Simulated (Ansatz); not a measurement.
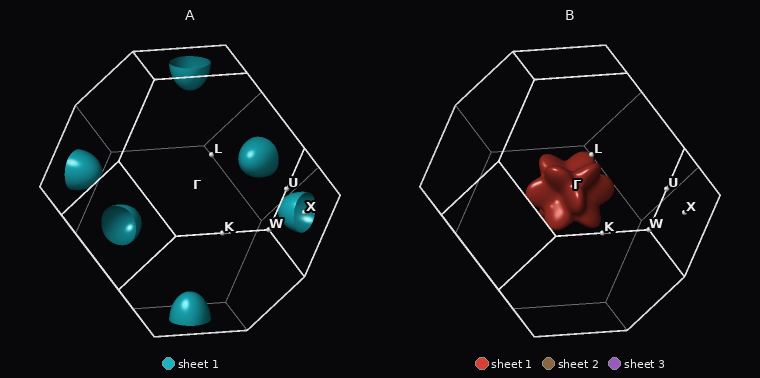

Constant-energy surfaces of Li$_{2}$Se (Fm-3m) near its two band edges (0.10 eV into the valence band, 0.30 eV into the conduction band), in unknown order.

Level of theory: DFT LDA, scalar-relativistic, plane waves, PAW; levels and slopes on a dense k mesh at the converged density in Ansatz 0.2.0. No spin polarisation. The levels come from a k mesh of 34×34×34 points. Cell and positions as given, without relaxation.

Masses come from a second pass at points close to the extrema; at the energies drawn a band may no longer be parabolic.

Which panel shows the holes and which the electrons?

Answer. B shows the valence band (holes), A the conduction band (electrons).

Describe the extrema and the gap.

Answer. Valence band (extrema up to 0.10 eV from the edge): one maximum at Γ, three bands meeting there, with masses of 0.35 and 0.80 mₑ among them, each the same along x, y and z. Band 11 forms the valence edge; band 10 meets it there and band 9 meets it there.
Conduction band (extrema up to 0.30 eV from the edge): three equivalent minima at X, principal masses 0.31, 0.31 and 0.63 mₑ. Band 12 forms the conduction edge.
The gap is indirect, 2.81 eV at this level of theory, which underestimates gaps and can reorder valleys that lie close.

Where one band's surface lies inside another's, the outer one hides all or part of it.

Spin-orbit coupling, left out here, can change the gap, its kind, the place of the band edges and the masses, since the compound holds Se.

Cost: 38 s on 1 thread of Arm Neoverse V1 (shared host), peak memory 0.68 GiB.
